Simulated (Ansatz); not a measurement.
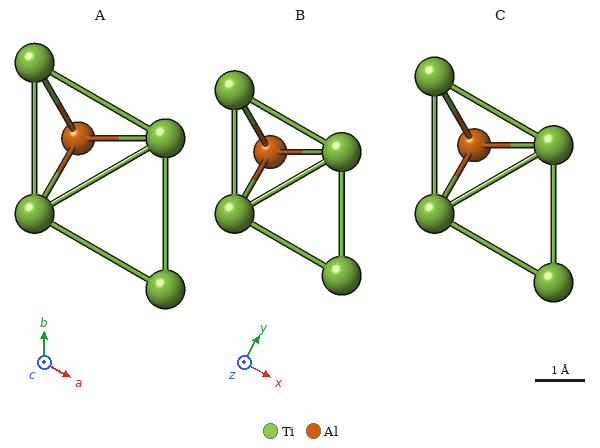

A scan of a crystal of TiAl (P-6m2): the cell is strained equally along x and y, with the atoms kept at their fractional coordinates. x, y and z are the Cartesian axes of the input. Style: ball-and-stick. Shown: the cell of the calculation, along the c axis.

All numbers below come from DFT PBEsol, scalar-relativistic, plane waves, PAW in Ansatz. (plane-wave cutoff 420 eV; k-point mesh 24 × 24 × 14; occupations gaussian; smearing width 0.15 eV; no spin polarisation). Energies (free energies at the smearing named) are counted from the relaxed crystal.

### Order these geometries by energy, lowest first.

Lowest first: C (the strain 0.00, 0 meV/atom), A (the strain 0.10, 195 meV/atom), B (the strain −0.10, 335 meV/atom). Over the whole scan: of the computed points the lowest is at the strain 0.00, 0 meV/atom. At the ends of the scan the energy is 335 meV/atom (−0.10) and 195 meV/atom (0.10). The distortion keeps the space group P-6m2. At the strain −0.10 the cell of the drawing goes a 2.848 → 2.563 Å, b 2.848 → 2.563 Å.
